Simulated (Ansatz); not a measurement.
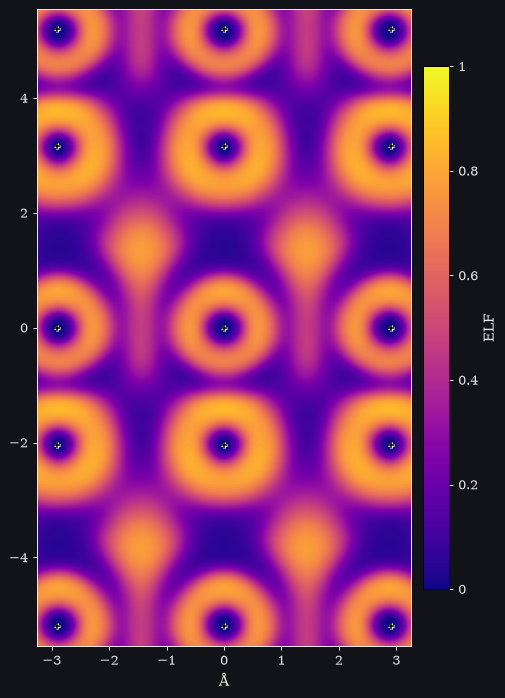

The ELF on a plane through atoms (crosses mark nuclei in the plane).

Level of theory: DFT r2SCAN, scalar-relativistic, plane waves, PAW in Ansatz.

Candidates:
A. Al$_{2}$Cu, a = 5.70 Å, b = 8.18 Å, c = 4.09 Å, α = 90.00°, β = 90.00°, γ = 90.00°. Space group Cmmm; a structure from a database of computed crystals, not necessarily the ambient phase; computed without spin polarisation.
B. TaN, a = 5.20 Å, b = 5.20 Å, c = 2.91 Å, α = 90.00°, β = 90.00°, γ = 120.00°. Space group P-62m.

**Which candidate gave the map?**

Candidate B: TaN on the (11̄0) plane of the conventional cell, which holds Ta and N. Ta–N (2.04 Å): the ELF peaks at about 0.85 in the valence shell of N, 0.6 Å from its nucleus, and is about 0.30 at the midpoint. Ta–Ta (2.91 Å): the ELF is about 0.45 at the midpoint.
